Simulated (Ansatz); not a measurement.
# Calculations on Te$_{2}$Mo

### Relaxation

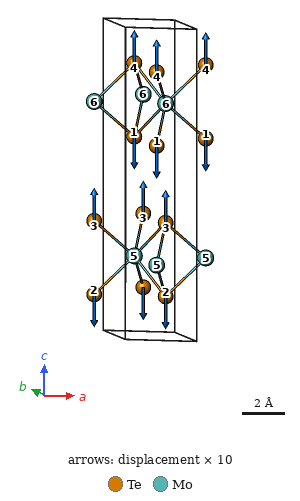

A relaxation of solid Te2Mo (set up in P6_3/mmc). The starting structure is drawn; blue arrows show the displacements (the part carried along by the change of the cell is left out), magnified 10 times.

A ball-and-stick model of the cell of the calculation, seen slightly off an axis.

Case: relaxed at 2 GPa.

These are results of DFT PBE, scalar-relativistic, plane waves, PAW in Ansatz 0.2.0, not measurements.

Input file:
```yaml
crystal:
  lattice:
    - [3.5339734486, 0.0, 0.0]
    - [-1.7669867243, 3.0605107827, 0.0]
    - [0.0, 0.0, 15.2338011992]
  atoms:
    - { symbol: Te, position: [0.3333333333, 0.6666666667, 0.6320701658] }
    - { symbol: Te, position: [0.6666666667, 0.3333333333, 0.1320701658] }
    - { symbol: Te, position: [0.6666666667, 0.3333333333, 0.3679298342] }
    - { symbol: Te, position: [0.3333333333, 0.6666666667, 0.8679298342] }
    - { symbol: Mo, position: [0.3333333333, 0.6666666667, 0.25] }
    - { symbol: Mo, position: [0.6666666667, 0.3333333333, 0.75] }
basis:
  ecutwfc: 420
kpoints:
  mp_grid: { grid: [12, 12, 2] }
hamiltonian:
  xc: pbe
scf:
  occupations: { method: gaussian, width: 0.02 }
output:
  forces: true
  stress: true
  eigenvalues: true
relax:
  adjacent_minimum: "off"
  f_tol: 0.008
  max_steps: 50
  cell: { stress_tol: 0.08, p_target: 2.0 }
```

Command:
```bash
ansatz run input.yaml --threads 1 --pin off --max-ram 2560MiB --backend cpu --events-out ev --progress --plain --runs-dir out
```

Which element moves most?

Tellurium: up to 0.16 Å, against 0.00 Å for molybdenum.

What did the optimiser do to the structure, and how much energy did it gain?

The energy rises by 9.5 meV per atom in 4 accepted moves (6 points after the start). With the target pressure of 2 GPa, the enthalpy E + pV changes by −20.0 meV per atom. The largest force component goes from 0.27 to 0.0018 eV/Å. Pressure: 1.71 GPa at the start and 1.99 GPa at the end. The line search rejected the trial step at point 1 of the run. The SCF was repeated once at an unchanged geometry on a basis and grid sized afresh for the cell, which shifted the energy by 0.4 meV per atom at most. The largest moves relative to the cell, 0.16 Å, are those of Te1, Te2, Te3 and Te4. Te4 goes along +c. Mo stays in place. The volume changes by −8.6 %, with a = b 3.534 → 3.522 Å (−0.3 %), c 15.234 → 14.015 Å (−8.0 %). Near-neighbour distances that change, for instance: Te1–Mo6 2.719 → 2.725 Å. The space group stays P6_3/mmc (No. 194).

Limits of the set-up: layers or molecules are held without a dispersion correction, so their spacing is unreliable.

### Relaxation

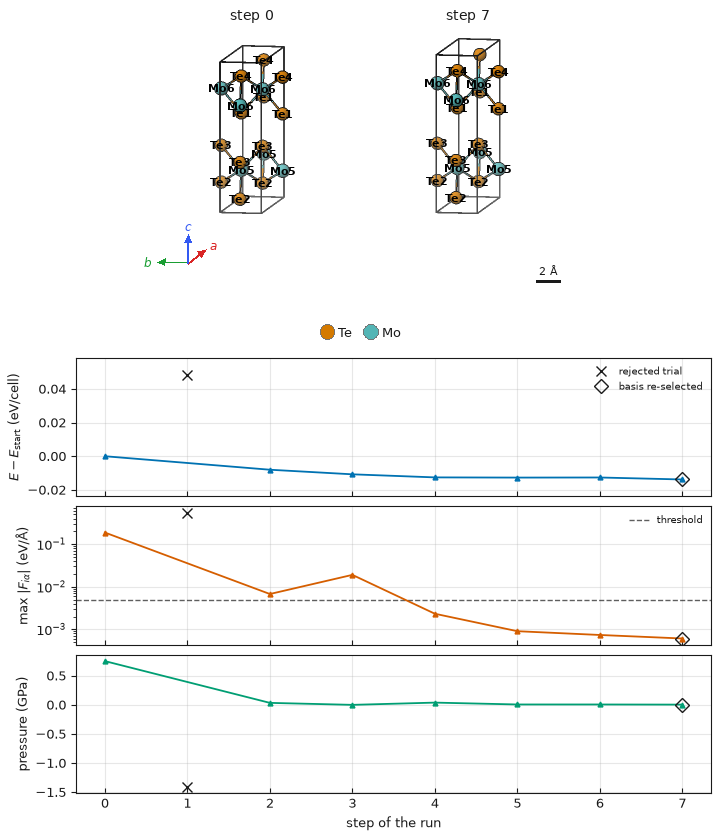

First and last geometry of a relaxation of crystalline Te$_{2}$Mo (set up in P6_3/mmc), with the history of the run. Style: ball-and-stick. Shown: the cell of the calculation, from a free direction.

Theory: Ansatz 0.2.0, DFT PBE, scalar-relativistic, plane waves, PAW.

Input file:
```yaml
crystal:
  lattice:
    - [3.5656545593, 0.0, 0.0]
    - [-1.7828272797, 3.0879474295, 0.0]
    - [0.0, 0.0, 14.64777841]
  atoms:
    - { symbol: Te, position: [0.33333333, 0.66666667, 0.62782269] }
    - { symbol: Te, position: [0.66666667, 0.33333333, 0.12782269] }
    - { symbol: Te, position: [0.66666667, 0.33333333, 0.37217731] }
    - { symbol: Te, position: [0.33333333, 0.66666667, 0.87217731] }
    - { symbol: Mo, position: [0.33333333, 0.66666667, 0.25] }
    - { symbol: Mo, position: [0.66666667, 0.33333333, 0.75] }
basis:
  ecutwfc: 420
kpoints:
  mp_grid: { grid: [12, 12, 2] }
hamiltonian:
  xc: pbe
scf:
  occupations: { method: gaussian, width: 0.02 }
output:
  forces: true
  stress: true
  eigenvalues: true
relax:
  adjacent_minimum: "off"
  f_tol: 0.005
  max_steps: 80
  cell: { stress_tol: 0.05 }
```

Run as
```bash
ansatz run input.yaml --threads 1 --pin off --max-ram 2560MiB --backend cpu --events-out ev --progress --plain --runs-dir out
```

What do the curves and the structures tell?

Answer. It converged. The largest moves relative to the cell, 0.065 Å, are those of Te1, Te2, Te3 and Te4. Te2 goes along +c. Mo stays in place. The volume changes by +4.1 %, with a = b 3.566 → 3.557 Å (−0.3 %), c 14.648 → 15.332 Å (+4.7 %). Near-neighbour distances that change, for instance: Te1–Mo6 2.728 → 2.736 Å. The space group stays P6_3/mmc (No. 194). Over 5 accepted moves (7 points after the start) the energy falls by 13.8 meV per cell of the calculation. Largest force component: 0.19 eV/Å at the start, 0.00061 eV/Å at the end. The pressure goes from 0.75 to 0.00 GPa. The line search rejected the trial step at point 1 of the run. At 1 point the geometry stayed and the basis and grid were re-selected for the new cell (energy shift of 1.2 meV per cell of the calculation at most each time).

```tsv
step	E − E(0), meV/atom	largest force component, eV/Å	pressure, GPa	volume, Å³/atom	note
0	0.00	0.1877	0.75	26.880	
1	8.09	0.5522	-1.41	26.713	rejected
2	-1.34	0.0068	0.03	27.001	
3	-1.79	0.0190	0.00	27.249	
4	-2.09	0.0023	0.04	27.694	
5	-2.11	0.0009	0.01	27.883	
6	-2.10	0.0007	0.01	27.993	
7	-2.30	0.0006	0.00	27.993	same geometry, new basis
```

Limits of the set-up: layers or molecules are held without a dispersion correction, so their spacing is unreliable.

### A change

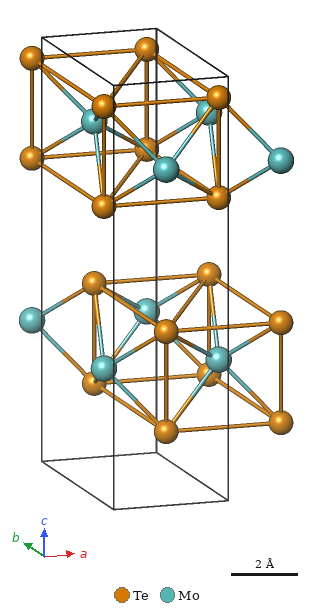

The starting point is crystalline Te2Mo (set up in P6_3/mmc). Style: ball-and-stick. Shown: the cell of the calculation, repeated 2 × 2 × 1 with one cell outlined, from a free direction.

All numbers below come from Ansatz 0.2.0, DFT PBE, scalar-relativistic, plane waves, PAW. Set-up: plane-wave cutoff 420 eV; occupations gaussian; no spin polarisation. The k-mesh is chosen for each cell (12×12×2, 12×12×4). Smearing widths differ between the runs.

Change: The crystal is put under a hydrostatic pressure of 40 GPa. Cell and atoms are relaxed at that pressure.

The input:
```yaml
crystal:
  lattice:
    - [3.234010638, 0.0, 0.0]
    - [-1.617005319, 2.8007353686, 0.0]
    - [0.0, 0.0, 12.3871305695]
  atoms:
    - { symbol: Te, position: [0.3333333333, 0.6666666667, 0.6056635155] }
    - { symbol: Te, position: [0.6666666667, 0.3333333333, 0.1056635155] }
    - { symbol: Te, position: [0.6666666667, 0.3333333333, 0.3943364845] }
    - { symbol: Te, position: [0.3333333333, 0.6666666667, 0.8943364845] }
    - { symbol: Mo, position: [0.3333333333, 0.6666666667, 0.25] }
    - { symbol: Mo, position: [0.6666666667, 0.3333333333, 0.75] }
basis:
  ecutwfc: 420
kpoints:
  mp_grid: { grid: [12, 12, 4] }
hamiltonian:
  xc: pbe
scf:
  occupations: { method: gaussian, width: 0.1 }
output:
  forces: true
  stress: true
  eigenvalues: true
  write_density: true
  write_potential: true
  elf: true
  volumetric_format: npy
relax:
  adjacent_minimum: "off"
  f_tol: 0.008
  max_steps: 50
  cell: { stress_tol: 0.08, p_target: 40.0 }
```

Command:
```bash
ansatz run input.yaml --threads 1 --pin off --max-ram 2560MiB --backend cpu --events-out ev --progress --plain --runs-dir out
```

What is the effect?

It costs 669 meV per atom. (The two runs use different k-meshes.) The pressure goes from 0.0 to 40.0 GPa. The drawn cell changes as follows: a = b 3.557 → 3.186 Å (−10.4 %), c 15.332 → 12.374 Å (−19.3 %); the volume changes by −35.2 %. The largest moves relative to the cell, 0.39 Å, are those of Te1, Te2, Te3 and Te4. Te2 goes along −c. Mo stays in place. Near-neighbour distances before and after: Te–Te 4.541 → 3.100 Å, Te–Te 3.557 → 3.186 Å, Mo–Te 2.736 → 2.606 Å, Te–Te 3.616 → 3.692 Å. New contacts form: Te1–Te3 (4.54 → 3.10 Å), Te2–Te4 (4.54 → 3.10 Å). The space group stays P6_3/mmc (No. 194).

Drawn alike, the variant:

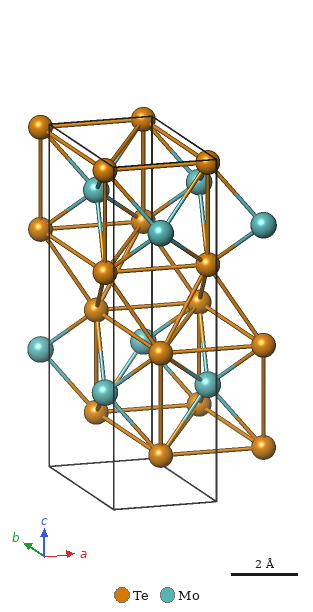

Limits of the set-up: layers or molecules are held without a dispersion correction, so their spacing is unreliable.

### Series

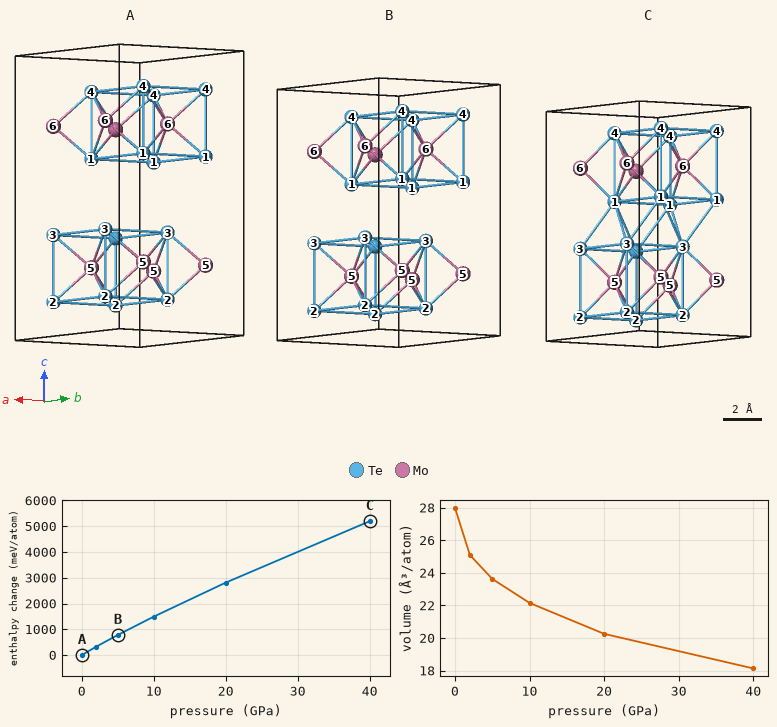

Members of a series of calculations on a crystal of Te₂Mo (set up in P6_3/mmc), marked on the first curve. A ball-and-stick model of the cell of the calculation, repeated to show the pattern, seen from a free direction.

Method: DFT PBE, scalar-relativistic, plane waves, PAW (Ansatz). (plane-wave cutoff 420 eV; occupations gaussian; no spin polarisation) The k-mesh is chosen for each cell (12×12×2, 12×12×4). Smearing widths differ between the runs.

Describe the series.

Answer. The structure is relaxed at several pressures. A (pressure 0.0 GPa): enthalpy change 0.0 meV/atom, volume 27.99 Å³ per atom. B (pressure 5.0 GPa): enthalpy change 780 meV/atom, volume 23.63 Å³ per atom. C (pressure 40.0 GPa): enthalpy change 5197 meV/atom, volume 18.13 Å³ per atom. The rest compares A with C. Cell: a = b 7.113 → 6.373 Å (−10.4 %), c 15.332 → 12.374 Å (−19.3 %). Volume −35.2 %. Near-neighbour distances before and after: Te–Te 4.541 → 3.100 Å, Te–Te 3.557 → 3.186 Å, Mo–Te 2.736 → 2.606 Å. New contacts form: Te1–Te3 (4.54 → 3.10 Å), Te2–Te4 (4.54 → 3.10 Å).

Limits of the set-up: layers or molecules are held without a dispersion correction, so their spacing is unreliable.
